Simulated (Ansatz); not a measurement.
H$_{6}$C: several calculations on one system

**1. Relaxation**

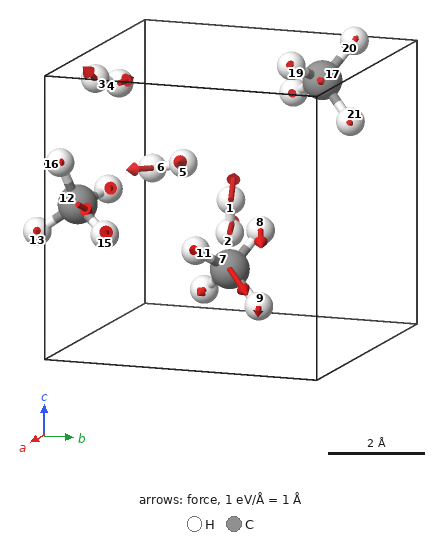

Starting geometry of an amorphous cell of composition H$_{6}$C with the computed forces as red arrows. A ball-and-stick model of the cell of the calculation (origin shifted), seen slightly off an axis.

The cell holds 3 H2 + 3 CH4. The run prepares the start of a later molecular dynamics calculation, from a guessed geometry.

Method: Ansatz, DFT PBE, scalar-relativistic, plane waves, PAW. Settings: plane-wave cutoff 420 eV; k-point mesh 1 × 1 × 1; occupations fermi dirac; smearing width 0.02 eV; no spin polarisation; atoms relaxed in a fixed cell; force threshold 0.3 eV/Å; at most 15 steps.

### What follows when this structure is relaxed?

It isn't relaxed: the largest force vector, on C atoms, is 1.00 eV/Å. The final displacements have little in common with the starting forces (cosine between the two patterns 0.27). An H atom moves most: 1.68 Å roughly along [−3 2 −2]. By element the largest moves are H 1.68 Å, C 0.65 Å. The cell stays as it was. Some distances before and after: H–H 0.737 → 0.766 Å, C–H 1.090 → 1.109 Å. Over 13 geometry steps the energy falls by 2.022 eV per cell of the calculation. The largest force component goes from 0.95 to 0.27 eV/Å.

Limits of the set-up: the program's low-accuracy preset was used; the periodic images lie only 6.1 Å apart, so the values are limited by the cell's size.

**2. Dynamics**

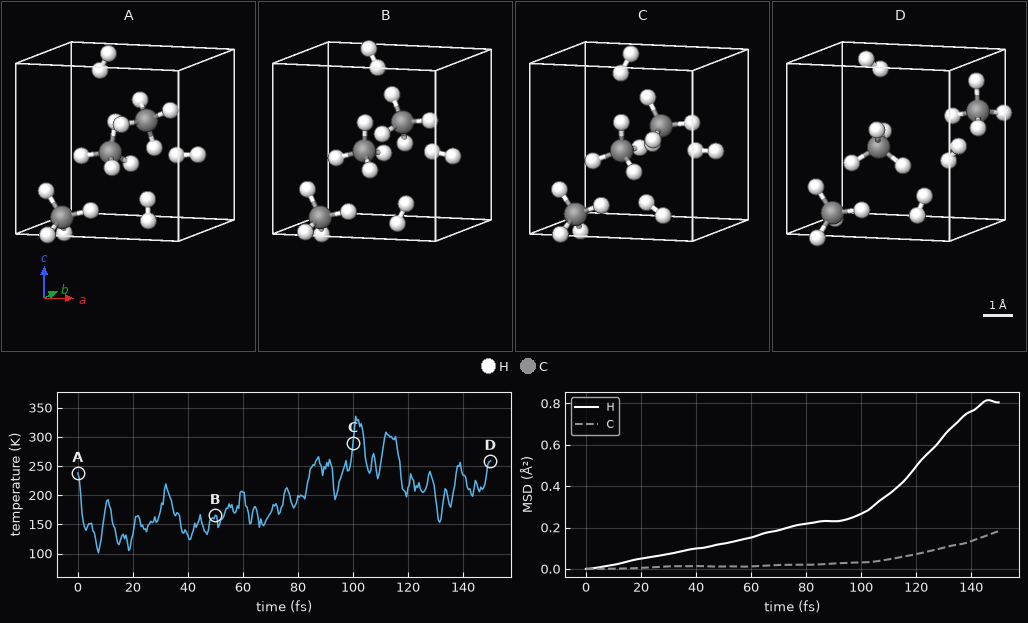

A Born-Oppenheimer molecular dynamics run of a periodic cell with 3 H2 + 3 CH4 at 0.403 g/cm³, 150 fs long. Frames (A at 0 fs, B at 50 fs, C at 100 fs, D at 150 fs) and the history of the run. A ball-and-stick model of the simulation cell, seen slightly off an axis. Atoms that leave the cell re-enter on the other side.

These are results of DFT PBE, scalar-relativistic, plane waves, PAW in Ansatz 0.2.0, not measurements. Run with plane-wave cutoff 420 eV; k-point mesh 1 × 1 × 1; Fermi-Dirac smearing 0.02 eV; low-accuracy preset; Langevin thermostat (NVT); set temperature 250 K; time step 0.5 fs; friction 0.02 per fs.

Question: What do the frames and curves show?

Answer: The mean temperature in the second half is 234 K (standard deviation 37 K). The potential energy in the second half lies on average 19.3 meV per atom above the first frame. In the second half of the run the atoms are, in the root-mean-square, this far from where they began (common drift taken out): H 0.67 Å, C 0.26 Å. The heavy atoms stay within a fraction of a molecule's size of their starting places, while the hydrogen atoms travel further, as molecules turn; so short a run doesn't tell a liquid from a solid.

Limits of the set-up: the program's low-accuracy preset was used; the periodic images lie only 6.1 Å apart, so the values are limited by the cell's size.

**3. Dynamics**

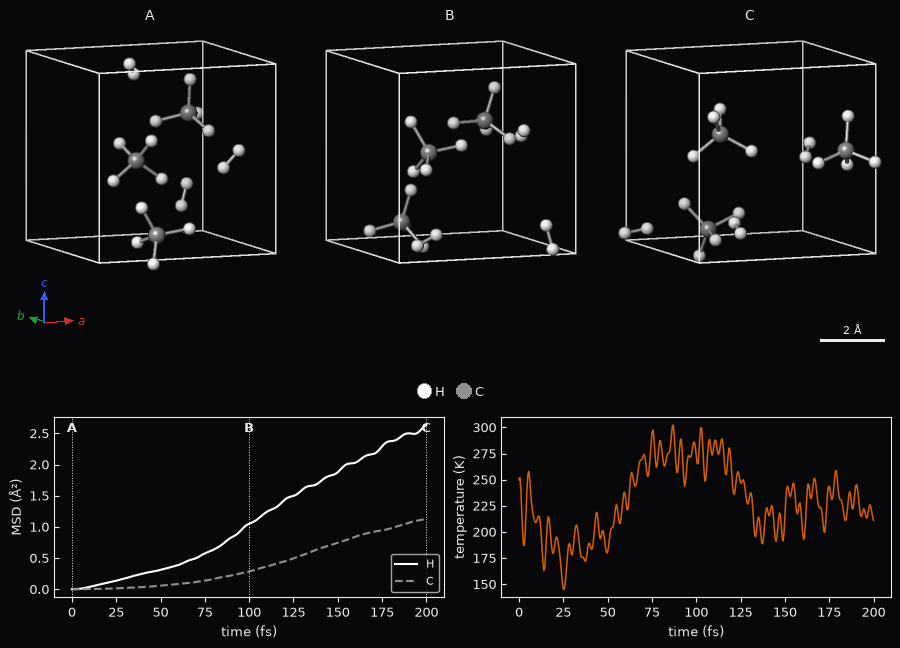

A Born-Oppenheimer molecular dynamics run of a periodic cell with 3 H2 + 3 CH4 at 0.403 g/cm³, 200 fs long. It starts from the last geometry of an earlier run, with fresh velocities. Frames (A at 0 fs, B at 100 fs, C at 200 fs) and the history of the run. The picture is a ball-and-stick view of the simulation cell, seen slightly off an axis. Atoms that leave the cell re-enter on the other side.

Method: DFT PBE, scalar-relativistic, plane waves, PAW (Ansatz 0.2.0). Run with plane-wave cutoff 420 eV; k-point mesh 1 × 1 × 1; Fermi-Dirac smearing 0.02 eV; low-accuracy preset; constant energy (NVE); velocities drawn for 250 K; time step 0.5 fs.

**What happens in this trajectory?**

The mean temperature in the second half is 236 K (standard deviation 26 K). The potential energy in the second half lies on average 1.8 meV per atom above the first frame. Root-mean-square distances from the starting positions over the second half, with the common drift of all atoms taken out: H 1.37 Å, C 0.85 Å. The molecules turn and drift from their places. The total energy stays between −0.017 and 0.19 meV per atom of its start. A straight-line fit has a slope that amounts to +0.0043 meV per atom over 200 fs (under 0.1 % of the mean kinetic energy), and the ripple about it is 1.0 % of the kinetic energy's fluctuation. With a drift under 2 % and a ripple under 7 %, the integration is accurate.

Limits of the set-up: the program's low-accuracy preset was used; the periodic images lie only 6.1 Å apart, so the values are limited by the cell's size.

The run took 2.9 min on 1 thread of INTEL(R) XEON(R) PLATINUM 8581C CPU @ 2.30GHz (Emerald Rapids), on a shared host, peak memory 0.39 GiB.
